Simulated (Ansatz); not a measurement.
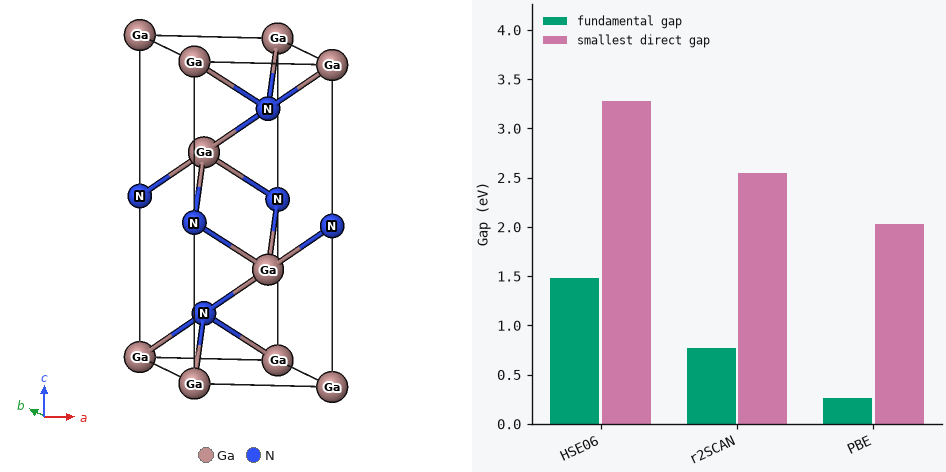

Gaps of GaN, space group R-3m, 2 atoms in the cell, rocksalt type, epitaxial (111) strain +2.5%, at several levels of theory on one cell (Ansatz, plane waves and PAW; edges over the mesh and the special points).

Question: How does the gap depend on the level, and does its kind change?

Answer: In rising order: PBE 0.27 eV, r2SCAN 0.77 eV and HSE06 1.48 eV. It is indirect at every level.
